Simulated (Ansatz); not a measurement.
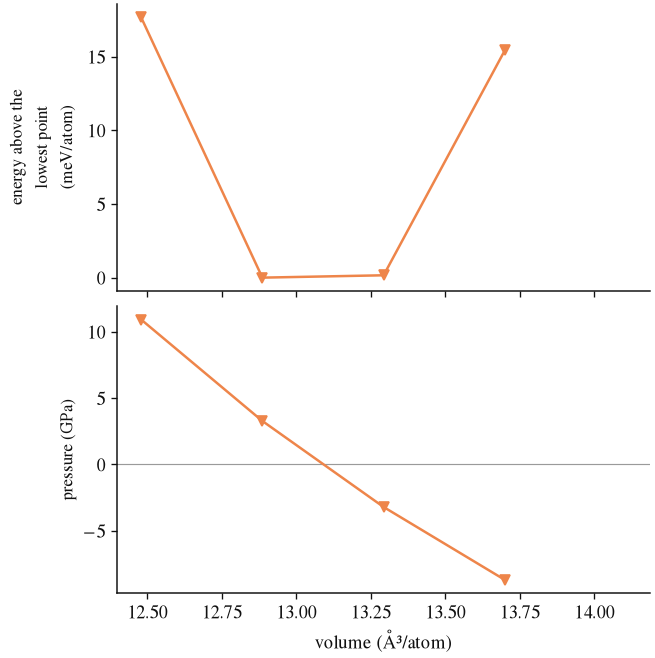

Plotted: energy above the lowest point and pressure against volume for CeO₂, space group Fm-3m (No. 225) (one of a set of cubic test structures, which need not be the stable phase).

Calculation (Ansatz 0.2.0 development build): equation of state of a cubic crystal from periodic Kohn-Sham density functional theory without spin, third-order Birch-Murnaghan fit to the free energies; pressure corrected for the finite basis. Level: HSE06.

structure type fluorite; atoms in cell 3; space group number 225; lattice centring face-centred primitive; k mesh 4×4×4; occupation method Fermi–Dirac; occupation width 0.05 eV; wave cutoff 420 eV; datasets soft-1 PAW; density tolerance 0 eV; bands 16; density cutoff ratio 4; search for lower states default; exchange singularity Wigner-Seitz.

The point at volume 14.11 Å³/atom is left out of the plot. What does the calculation give there?

```json
{"volume (Å³/atom)": "14.11", "energy above the lowest point (meV/atom)": "43.7", "pressure (GPa)": "-13.3"}
```

Note: modest k-mesh, values are not fully converged in k.
